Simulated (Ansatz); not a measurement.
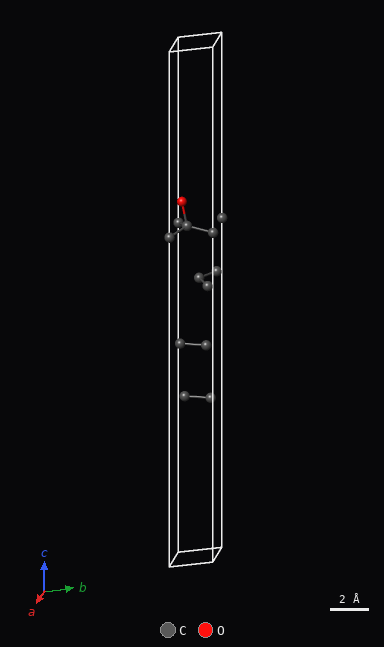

The figure gives a ball-and-stick picture of the atoms, viewed from a general direction. The outline marks the simulation cell.

Characterise what is shown.

The solid is C8O. Cell content 8 C, 1 O; Z = 1. The O atoms are each bonded to one C at about 1.4 Å. By contacts within bonding range, the coordination numbers are C 3 to 4 (mean 3.1). The bonds build C and C2O layers parallel to (001).

The cell started as a structure listed in the Materials Project, from which a slab was cut and an adsorbate added. The atoms were relaxed in a fixed cell with DFT PBE+D3(BJ), scalar-relativistic, plane waves, PAW in Ansatz, but for four held in place.
